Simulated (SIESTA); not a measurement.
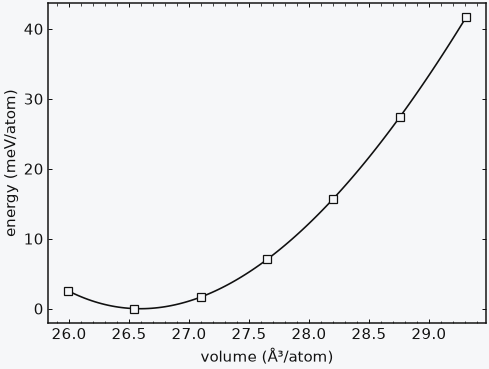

The picture above shows the energy against volume.

How it was computed, with SIESTA 5.4.2: DFT in numerical atomic orbitals with pseudopotentials, no spin polarisation; energies at scaled volumes of the given cell, shape and fractions fixed, counted from the fit's minimum, third-order Birch-Murnaghan fit. Level: LDA.

### For which of these solids was it computed?
A. PbSe, Fm-3m (No. 225)
B. Sn, I4_1/amd (No. 141)
C. MgS, Fm-3m (No. 225)

B, Sn: energy from 0.02 meV/atom to 41.65 meV/atom, V0 26.59 Å³/atom, B0 57.8 GPa. The others give: MgS, energy from 0.35 meV/atom to 20.25 meV/atom, V0 17.41 Å³/atom, B0 81.3 GPa; PbSe, energy from 0.27 meV/atom to 24.01 meV/atom, V0 28.3 Å³/atom, B0 56.8 GPa.

For MgS, limits of the calculation: mulliken charges of long orbitals.

For PbSe, limits of the calculation: mulliken charges of long orbitals; spin-orbit coupling left out, heavy elements.

For Sn, limits of the calculation: mulliken charges of long orbitals; shape and atomic fractions are frozen while scaling, which makes layered, chain and framework solids too stiff.
